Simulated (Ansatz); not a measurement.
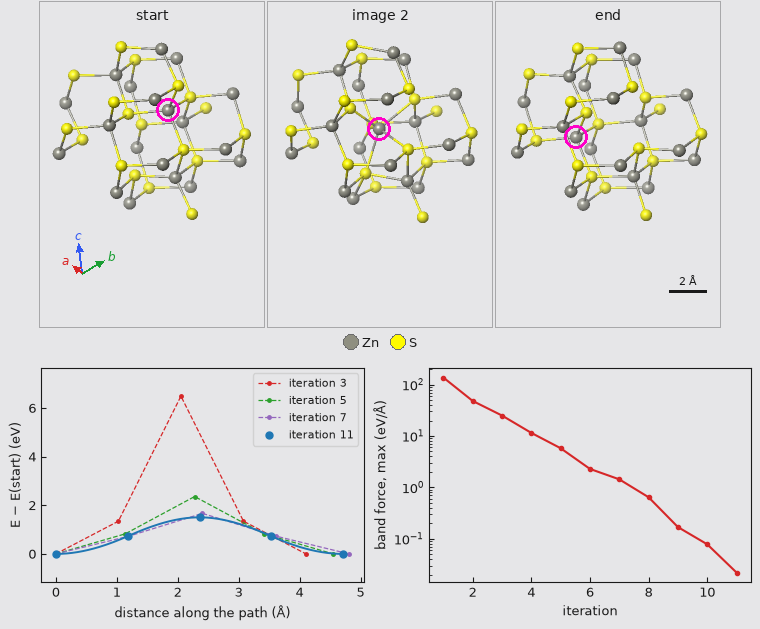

A nudged-elastic-band calculation for a defect cell of composition Zn7S8 (cell charge −2) (15 atoms in the cell). Images are numbered from 0 (start) to 4 (end). The plot follows the band through its iterations. Style: ball-and-stick. Shown: the atoms within 5.5 Å of the middle of the path, from a free direction. The moving atom is ringed, with any periodic copies. Bonds to atoms that aren't drawn are left out.

All numbers below come from DFT PBEsol, scalar-relativistic, plane waves, PAW (Ansatz 0.2.0).

The input:
```yaml
crystal:
  lattice:
    - [0.0, 5.3560912044, -5.3560912044]
    - [5.3560912044, 5.3560912044, 0.0]
    - [5.3560912044, 0.0, -5.3560912044]
  atoms:
    - { symbol: Zn, position: [0.0120363665, -0.0120363665, 0.5120363665] }
    - { symbol: Zn, position: [0.4879636335, -0.0120363665, 0.5120363665] }
    - { symbol: Zn, position: [0.4879636335, 0.5120363665, 0.5120363665] }
    - { symbol: Zn, position: [0.0120363665, -0.0120363665, 0.9879636335] }
    - { symbol: Zn, position: [0.0120363665, 0.5120363665, 0.9879636335] }
    - { symbol: Zn, position: [0.5, 0.0, 1.0] }
    - { symbol: Zn, position: [0.4879636335, 0.5120363665, 0.9879636335] }
    - { symbol: S, position: [0.122570078, 0.125809974, 0.125809974] }
    - { symbol: S, position: [0.1198033442, 0.6198033442, 0.1405899673] }
    - { symbol: S, position: [0.625809974, 0.125809974, 0.125809974] }
    - { symbol: S, position: [0.625809974, 0.622570078, 0.125809974] }
    - { symbol: S, position: [0.1198033442, 0.1405899673, 0.6198033442] }
    - { symbol: S, position: [0.1198033442, 0.6198033442, 0.6198033442] }
    - { symbol: S, position: [0.625809974, 0.125809974, 0.622570078] }
    - { symbol: S, position: [0.6405899673, 0.6198033442, 0.6198033442] }
total_charge: -2
basis:
  ecutwfc: 420
  xc_grid: 2
kpoints:
  mp_grid: { grid: [2, 2, 2], shift: [0.0, 0.0, 0.0] }
hamiltonian:
  xc: pbesol
scf:
  occupations: { method: gaussian, width: 0.02 }
output:
  forces: true
neb:
  images: 3
  f_tol: 0.05
  max_iterations: 70
  order_check: false
  final_atoms:
    - { symbol: Zn, position: [0.0120363669, -0.5120363669, 0.5120363669] }
    - { symbol: Zn, position: [0.4879636331, 0.0120363669, 0.5120363669] }
    - { symbol: Zn, position: [0.4879636331, 0.4879636331, 0.5120363669] }
    - { symbol: Zn, position: [0.0120363669, 0.0120363669, 0.9879636331] }
    - { symbol: Zn, position: [0.0120363669, 0.4879636331, 0.9879636331] }
    - { symbol: Zn, position: [0.4879636331, 0.0120363669, 0.9879636331] }
    - { symbol: Zn, position: [0.5, 0.5, 1.0] }
    - { symbol: S, position: [0.1198033404, 0.1198033404, 0.1405899789] }
    - { symbol: S, position: [0.1225700784, 0.6258099739, 0.1258099739] }
    - { symbol: S, position: [0.6258099739, 0.1225700784, 0.1258099739] }
    - { symbol: S, position: [0.6258099739, 0.6258099739, 0.1258099739] }
    - { symbol: S, position: [0.1198033404, 0.1198033404, 0.6198033404] }
    - { symbol: S, position: [0.1198033404, 0.6405899789, 0.6198033404] }
    - { symbol: S, position: [0.6405899789, 0.1198033404, 0.6198033404] }
    - { symbol: S, position: [0.6258099739, 0.6258099739, 0.6225700784] }
```

Launched with:
```bash
ansatz run input.yaml --threads 4 --pin off --max-ram 10240MiB --backend cpu --events-out ev --progress --plain --runs-dir out
```

Judge this run.

Answer. The run is converged, with reservations. The band converged in 11 iterations. The largest component of the band force went from 140 to 0.022 eV/Å. The climbing image converged on the top of the path. Its curvatures weren't checked. The first iteration put the highest image at 37.40 eV. The barrier is about 1.51 eV in both directions, with image 2 at the top; the ends have the same energy.

Limits of the set-up: the periodic images lie only 7.6 Å apart, so the values are limited by the cell's size; the cell is charged, on a uniform background, and energies carry no finite-size correction.
